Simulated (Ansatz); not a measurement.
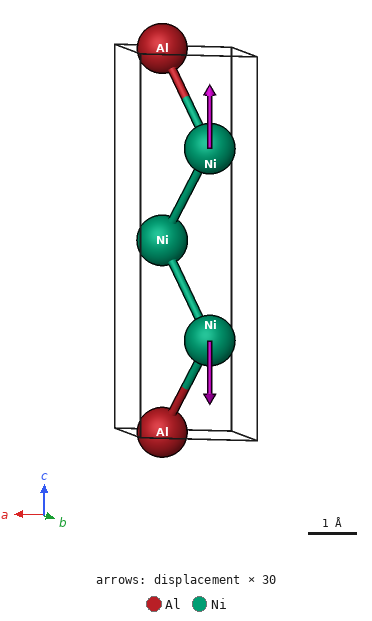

A relaxation of crystalline AlNi₃ (a generated structure, set up in P-6m2) (coarse preliminary run). The starting structure is drawn; purple arrows show the displacements (the part carried along by the change of the cell is left out), magnified 30 times.

Style: ball-and-stick. Shown: the cell of the calculation, from a free direction.

All numbers below come from DFT PBE, scalar-relativistic, plane waves, PAW (Ansatz 0.2.0).

The input:
```yaml
crystal:
  lattice:
    - [2.56377821, 0.0, 0.0]
    - [-1.28188911, 2.22029706, 0.0]
    - [0.0, 0.0, 8.03958483]
  atoms:
    - { symbol: Al, position: [0.66666667, 0.33333333, 0.0] }
    - { symbol: Ni, position: [0.33333333, 0.66666667, 0.75], spin: 2.0 }
    - { symbol: Ni, position: [0.33333333, 0.66666667, 0.25], spin: 2.0 }
    - { symbol: Ni, position: [0.66666667, 0.33333333, 0.5], spin: -2.0 }
basis:
  ecutwfc: 420
kpoints:
  mp_grid: { grid: [6, 6, 2] }
hamiltonian:
  xc: pbe
scf:
  occupations: { method: gaussian, width: 0.1 }
  lower_state_search: "off"
output:
  forces: true
  stress: true
  eigenvalues: true
  populations: true
magnetization:
  spin_polarized: true
relax:
  adjacent_minimum: "off"
  f_tol: 0.04
  max_steps: 70
  cell: { stress_tol: 0.4 }
```

Launched with:
```bash
ansatz run input.yaml --threads 1 --pin off --max-ram 2560MiB --backend cpu --events-out ev --progress --plain --runs-dir out
```

Q: Atoms of which element are displaced furthest, and by how much?

A: Nickel: up to 0.045 Å, against 0.000 Å for aluminium.

Q: What did the optimiser do to the structure, and how much energy did it gain?

A: The largest moves relative to the cell, 0.045 Å, are those of Ni2 and Ni3. Ni3 goes along −c. Al stays in place. Cell: a = b 2.564 → 2.613 Å (+1.9 %), c 8.040 → 7.866 Å (−2.2 %). Volume +1.7 %. Among the contacts that change: Al1–Ni2 2.496 → 2.443 Å, Ni2–Ni2 2.564 → 2.613 Å, Al1–Al1 2.564 → 2.613 Å, Ni2–Ni4 2.496 → 2.515 Å. The space group stays P-6m2 (No. 187). After 3 accepted moves (4 points after the start) the energy has fallen by 17.9 meV per atom. Largest force component: 0.51 eV/Å at the start, 0.0036 eV/Å at the end. The pressure goes from 2.51 to −0.05 GPa. At 1 point the geometry stayed and the basis and grid were re-selected for the new cell (energy shift of 0.1 meV per atom at most each time). The program noted that the starting moments weren't kept. The run may lie on a higher electronic state than the lowest, so the end point isn't shown to be the ground-state structure. Cost: 25 s on 1 thread of Intel(R) Xeon(R) 6975P-C (Granite Rapids), on a shared host, peak memory 0.39 GiB.

Limits of the set-up: the k-point mesh is coarse for a cell with partly filled bands.
